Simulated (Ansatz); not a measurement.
```xyz
12
Lattice="5.0807 0.0000 0.0000 0.0000 5.0807 0.0000 0.0000 0.0000 5.0807" Properties=species:S:1:pos:R:3 pbc="T T T"
Hf    0.0000    0.0000    0.0000
Hf    2.5403    2.5403    0.0000
Hf    2.5403    0.0000    2.5403
Hf    0.0000    2.5403    2.5403
O     3.8105    1.2702    1.2702
O     1.2702    3.8105    1.2702
O     1.2702    1.2702    3.8105
O     3.8105    3.8105    3.8105
O     1.2702    1.2702    1.2702
O     3.8105    3.8105    1.2702
O     3.8105    1.2702    3.8105
O     1.2702    3.8105    3.8105
```

Space group Fm-3m; computed pressure about −12 GPa in this cell.

Computed with Kohn-Sham DFT of a periodic cell, LDA, Ansatz PAW (Ansatz 0.2.0).

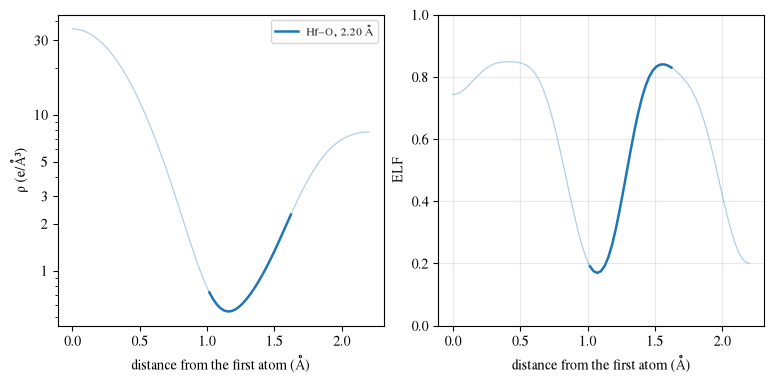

HfO2. Valence electron density and electron localisation function along straight lines between neighbouring atoms. Thin, pale parts lie inside the atomic spheres.

Core electrons are frozen (PAW), and the valence fields are smoothed inside the atomic spheres.

What can be read from the curves?

Answer. Hf–O (2.20 Å): ρ at the midpoint is about 0.57 e/Å³; the ELF peaks at about 0.85 in the valence shell of O, 0.6 Å from its nucleus, and drops to about 0.15 between the two atoms (no shared electron pair shows on this line).
